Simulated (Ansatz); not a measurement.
**A series of single points on Al₃GaN₄**

System: Al₃GaN₄ (P1, 8 atoms in the cell).
Method: DFT PBEsol, scalar-relativistic, plane waves, PAW, no spin polarisation (Ansatz 0.2.0).

The 7 runs differ only in the geometry, by a shift of atoms along one path in a fixed cell. The shift s is measured from run 4: Al3 moves along the Cartesian direction (0.00, −1.00, 0.00), and Al1, Al2, Ga4, N5, N6, N7 and N8 with it in fixed proportion. The structure derives from a Materials Project entry.

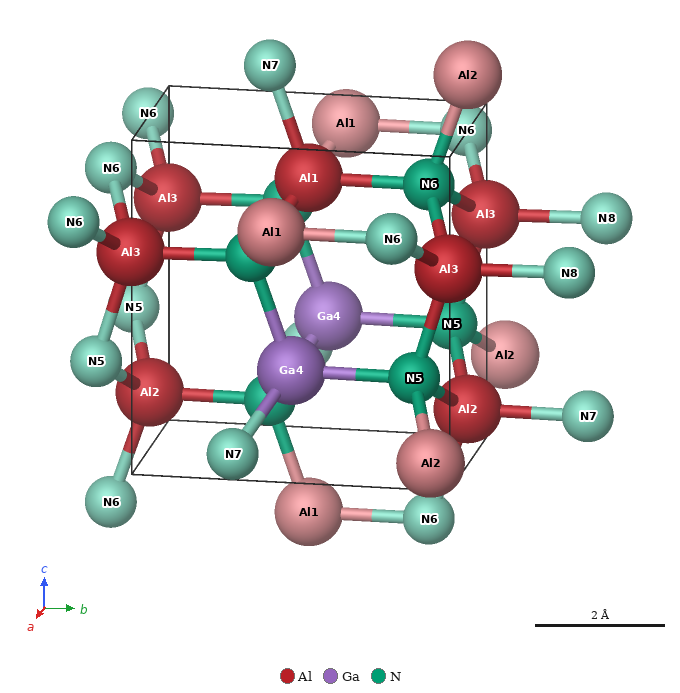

Figure 1. The structure of run 4 (ball-and-stick view of the cell of the calculation, set on other vectors, seen slightly off an axis; neighbours outside the cell are drawn fainter; atoms are numbered from 1 in the order of the input). An atom can appear more than once, as a periodic image.

### Input of run 4
```yaml
crystal:
  lattice:
    - [5.0434079713, 0.0, 0.0001149907]
    - [0.0, 3.1300738974, 0.0]
    - [-0.0032362569, 0.0, 5.4179919474]
  atoms:
    - { symbol: Al, position: [0.5002300423, 0.4919251206, 0.1673295664] }
    - { symbol: Al, position: [0.0009207036, 0.495330558, 0.8348055932] }
    - { symbol: Al, position: [0.001088065, -0.0159740638, 0.3316926342] }
    - { symbol: Ga, position: [0.4994217138, 0.0145197537, 0.6662009016] }
    - { symbol: "N", position: [0.1111724737, -0.0043432048, 0.6663292503] }
    - { symbol: "N", position: [0.1224543238, 0.4848245078, 0.1671578647] }
    - { symbol: "N", position: [0.6251234799, 0.5102617467, 0.8401923551] }
    - { symbol: "N", position: [0.6231881979, -0.0076984699, 0.3262928345] }
basis:
  ecutwfc: 420
kpoints:
  mp_grid: { grid: [6, 8, 4] }
hamiltonian:
  xc: pbesol
scf:
  occupations: { method: gaussian, width: 0.05 }
output:
  forces: true
  stress: true
  eigenvalues: true
```

Command:
```bash
ansatz run input.yaml --threads 2 --pin off --max-ram 5120MiB --backend cpu --events-out ev --progress --plain --runs-dir out
```

Lattice vectors (Å) and fractional positions of run 4:
```
   5.043408    0.000000    0.000115
   0.000000    3.130074    0.000000
  -0.003236    0.000000    5.417992
Al  0.500230  0.491925  0.167330
Al  0.000921  0.495331  0.834806
Al  0.001088 -0.015974  0.331693
Ga  0.499422  0.014520  0.666201
N   0.111172 -0.004343  0.666329
N   0.122454  0.484825  0.167158
N   0.625123  0.510262  0.840192
N   0.623188 -0.007698  0.326293
```

Run 3 differs from it as follows:
```diff
-    - { symbol: Al, position: [0.5002300423, 0.4919251206, 0.1673295664] }
-    - { symbol: Al, position: [0.0009207036, 0.495330558, 0.8348055932] }
-    - { symbol: Al, position: [0.001088065, -0.0159740638, 0.3316926342] }
-    - { symbol: Ga, position: [0.4994217138, 0.0145197537, 0.6662009016] }
-    - { symbol: "N", position: [0.1111724737, -0.0043432048, 0.6663292503] }
-    - { symbol: "N", position: [0.1224543238, 0.4848245078, 0.1671578647] }
-    - { symbol: "N", position: [0.6251234799, 0.5102617467, 0.8401923551] }
-    - { symbol: "N", position: [0.6231881979, -0.0076984699, 0.3262928345] }
+    - { symbol: Al, position: [0.5002300423, 0.4959625603, 0.1673295664] }
+    - { symbol: Al, position: [0.0009207036, 0.497665279, 0.8348055932] }
+    - { symbol: Al, position: [0.001088065, -0.0079870319, 0.3316926342] }
+    - { symbol: Ga, position: [0.4994217138, 0.0072598768, 0.6662009016] }
+    - { symbol: "N", position: [0.1111724737, -0.0021716024, 0.6663292503] }
+    - { symbol: "N", position: [0.1224543238, 0.4924122539, 0.1671578647] }
+    - { symbol: "N", position: [0.6251234799, 0.5051308734, 0.8401923551] }
+    - { symbol: "N", position: [0.6231881979, -0.0038492349, 0.3262928345] }
```

### Results, with one run withheld

| run | shift s of Al3 (Å) | free energy per atom, from the lowest run given (meV) | pressure (GPa) | gap on the mesh (eV) | force along the path (eV/Å) |
| --- | --- | --- | --- | --- | --- |
| 1 | −0.2500 | 29.72 | −0.53 | 3.33 | 2.560 |
| 2 | −0.1500 | 5.90 | −0.12 | 3.44 | 1.261 |
| 3 | −0.0250 | ? | ? | ? | ? |
| 4 | 0.0000 | 0.00 | −0.01 | 3.47 | −0.628 |
| 5 | 0.0250 | 2.46 | −0.06 | 3.45 | −0.944 |
| 6 | 0.0750 | 10.34 | −0.20 | 3.42 | −1.581 |
| 7 | 0.1000 | 15.78 | −0.30 | 3.39 | −1.904 |

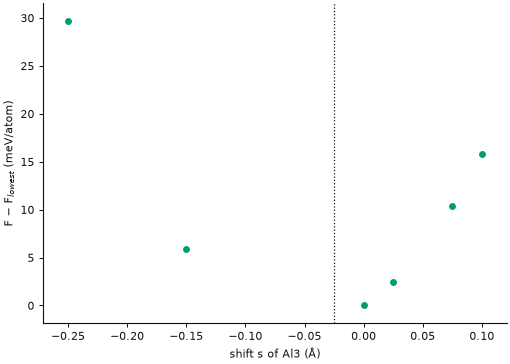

Figure 2. Free energy per atom of the runs given; the dotted line marks run 3.

What should run 3 give?

A cubic polynomial in the coordinate, fitted to the 6 runs given, misses them by at most 0.01 meV per atom. With x = s + 0.0333, it reads F = −1.7715 + 26.642 x + 789.73 x² − 17.605 x³ (meV per atom). At run 3 it gives −1.50 meV per atom, and the run itself gives −1.47. The slope of the fit gives a force −dF/ds of −0.318 eV/Å along the path (summed over the atoms that move), and the printed forces give −0.314 eV/Å. The fit has its minimum at s = −0.0502 Å. The gap on the mesh lies between 3.33 eV (run 1) and 3.47 eV (run 3); run 3 has 3.47 eV. These are gaps of this functional on this mesh, which can miss the band edges; they aren't the measured gap.

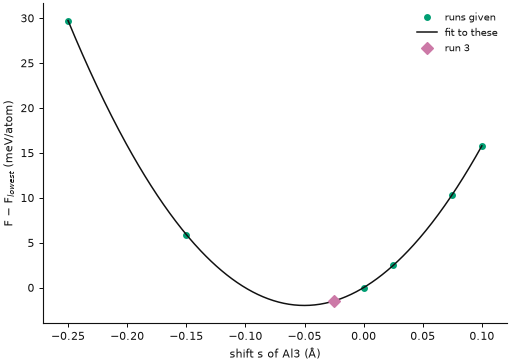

Figure 3. The fit and the withheld run.

### Output, shortened to warnings, some set-up lines, iterations and results (run 3)
```
Basis set: ecut = 420 eV, 1681 PW (Γ), exchange–correlation on 72×48×80 points (8 copies of the dense FFT grid, shifted against one another)
Symmetry: 1 space group operations
k-points: 100 of 192 (time reversal used)
Initial density: superposition of atomic densities (neutral atoms: chi_scale 0, normalization atom), corrected by the library's trained network
[...]
SCF iter   1: F=—  HF=-6840.716033 eV  |F-HF|=—  |Δ(HF+E_count)|=         —  Δρ=1.11e-2  dr2=1.10e-1  ethr=1.77e-3  ⟨swp⟩=6.5  Hψ=14382  notcnv=0  defer=21
SCF iter   2: F=—  HF=-6840.684475 eV  |F-HF|=—  |Δ(HF+E_count)|=   3.16e-2  Δρ=1.75e-3  dr2=2.79e-3  ethr=2.62e-4  ⟨swp⟩=2.4  Hψ=5395  notcnv=0  defer=329
SCF iter   3: F=—  HF=-6840.684041 eV  |F-HF|=—  |Δ(HF+E_count)|=   4.35e-4  Δρ=9.18e-4  dr2=7.63e-4  ethr=6.65e-6  ⟨swp⟩=1.7  Hψ=3427  notcnv=0  defer=229
SCF iter   4: F=—  HF=-6840.683906 eV  |F-HF|=—  |Δ(HF+E_count)|=   1.35e-4  Δρ=2.10e-4  dr2=3.59e-5  ethr=1.82e-6  ⟨swp⟩=2.8  Hψ=4692  notcnv=0  defer=229
SCF iter   5: F=—  HF=-6840.683730 eV  |F-HF|=—  |Δ(HF+E_count)|=   1.76e-4  Δρ=9.63e-5  dr2=7.14e-6  ethr=8.55e-8  ⟨swp⟩=2.0  Hψ=4658  notcnv=0  defer=229
SCF iter   6: F=—  HF=-6840.683730 eV  |F-HF|=—  |Δ(HF+E_count)|=   7.83e-8  Δρ=2.83e-5  dr2=8.44e-7  ethr=1.70e-8  ⟨swp⟩=2.1  Hψ=4536  notcnv=0  defer=229
SCF iter   7: F=-6840.683730 eV  HF=-6840.683730 eV  |F-HF|=3.08e-8  |Δ(HF+E_count)|=   1.43e-7  Δρ=8.72e-6  dr2=7.01e-8  ethr=2.38e-10  ⟨swp⟩=9.5  Hψ=12831  notcnv=0
SCF 1 converged in 7 iterations: F = -6840.683730 eV  dr2 = 7.01e-8
SCF converged after 7 iterations
Free energy (F): -6840.683730 eV
Harris-Foulkes:  -6840.683730 eV  (|F-HF|=3.08e-8)
Internal energy: -6840.683730 eV  (E = F + TS)
E sigma→0 (E₀):  -6840.683730 eV
Fermi energy:    9.411240 eV
--- Per-component energies (eV) ---
  E_band       = 22.518777
  E_kinetic    = 722.850679
  E_local      = -3167.546557  (includes V_loc(G=0)·N_el)
  E_nonlocal   = 642.548961
  E_hartree    = 1394.055095
  E_xc         = -429.729332
  E_vxc        = -456.231311  (∫ρ·V_xc dr)
  E_paw        = -3809.311142  (= ΣΔE_a)
  E_vpaw       = -507.206126  (= ΣTr[D̂ρ^β])
  E_aug_tail   = 0.000299  (compensation charges beyond the density's cutoff)
  E_ewald      = -2194.584524
  E_core_change = 1.032790  (= ΣΔE_core)
  E_smearing   = -0.000000  (= −TS)
  E_closure    = -0.000000  (closes the sum)
  Σ components = -6840.683730   (vs F -6840.683730, Δ=0.00e0)
--- Forces (eV/Å), atoms counted from 1 ---
  atom   1  Al     0.00427263     0.03674522     0.00059650
  atom   2  Al     0.00048671     0.02114689     0.00401971
  atom   3  Al     0.00004346     0.07261324     0.00011783
  atom   4  Ga    -0.00303665    -0.17047052    -0.00475146
  atom   5  N      0.00230854     0.01020641    -0.00213311
  atom   6  N     -0.00223004     0.03585686    -0.00246452
  atom   7  N     -0.00054890    -0.02439304     0.00276486
  atom   8  N     -0.00127203     0.01829323     0.00187118
  max |Σ_I F_I| component: 2.37e-5 eV/Å
--- Stress (GPa, compression-positive) ---
        0.016737       0.080526      -0.001855
        0.080523       0.014742       0.066576
       -0.001875       0.066572       0.011907
  P = ⅓ Tr σ = 0.0145 GPa (0.145 kbar)
```
